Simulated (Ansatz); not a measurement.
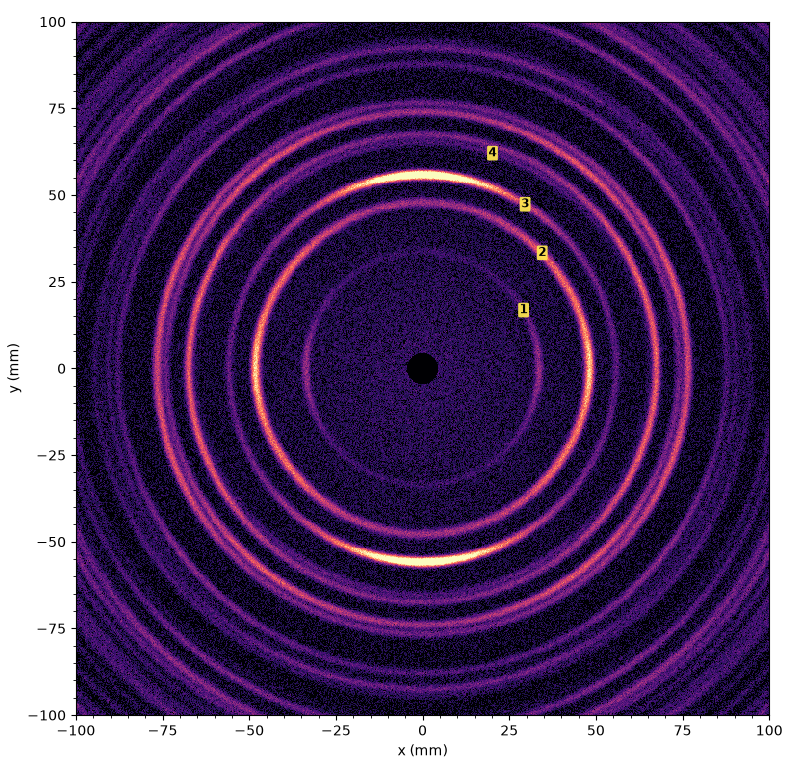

Simulated X-ray powder rings on a flat area detector normal to the beam: λ = 0.2066 Å, sample-to-detector distance 680 mm, axes in mm from the beam centre, beam polarised horizontally, for a sample with fibre texture (March–Dollase model, fibre axis vertical in the picture). Kinematic intensities with B = 0.5 Å² for all atoms, without absorption; brightness goes as intensity to the power 0.5, clipped at the top, with counting noise. Reflections closer than the ring width show as one ring.

The sample is Ge, space group Cmce, a = 5.045 Å, b = 8.359 Å, c = 4.067 Å, α = 90.00°, β = 90.00°, γ = 90.00°. Basis of the simulation: coordinates from a relaxation with DFT PBE, scalar-relativistic, plane waves, PAW in Ansatz; the starting structure was generated, so it need not be a known form of this composition.

> Index rings 1 to 4.

| ring | radius | 2θ (°) | d (Å) | hkl |
| --- | --- | --- | --- | --- |
| 1 | 33.6 mm | 2.83 | 4.18 | 020 |
| 2 | 48.0 mm | 4.04 | 2.96 + 2.91 | 111 + 021 |
| 3 | 55.8 mm | 4.69 | 2.52 | 200 |
| 4 | 65.3 mm | 5.48 | 2.16 | 220 |

> Which lattice planes lie preferentially normal to the fibre axis?

The (2 0 0) planes: ring 3 is concentrated at the top and bottom of the pattern (March parameter 0.45).
